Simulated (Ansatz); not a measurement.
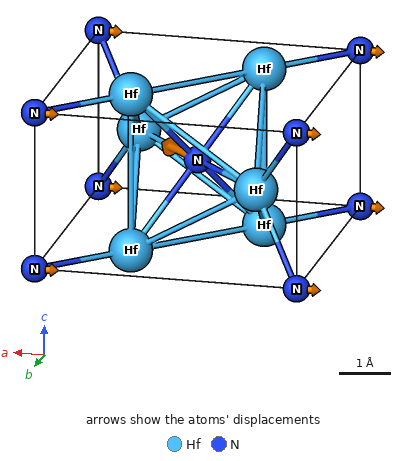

Phonons of a crystal of Hf2N, at the zone centre. The optical levels lie at 18, 131 (×2), 146, 155, 157 (×3), 211, 482 (×2), 548, 554 (×2), 568 cm⁻¹. One mode is drawn. The orange arrows give the relative displacements of the atoms. Style: ball-and-stick. Shown: the cell of the calculation, from a free direction.

Theory: DFT PBEsol, scalar-relativistic, plane waves, PAW (Ansatz 0.2.0). Settings: plane-wave cutoff 420 eV; k-point mesh 8 × 8 × 12; occupations fermi dirac; smearing width 0.15 eV; no spin polarisation.

The frequencies depend somewhat on the k-mesh and the smearing.

Q: Which of these frequencies is the drawn mode's?

A: The level at 554 cm⁻¹. This is the E_u mode (doubly degenerate; one member of the set is drawn), optical level 9 of 10, counted from below, infrared-active by symmetry. The Hf atoms hardly move; it stretches the shortest Hf–N bonds (2.21 Å); the kinetic energy is shared as N 98 %, Hf 2 %. The crystal is a metal, so free carriers screen the infrared response.
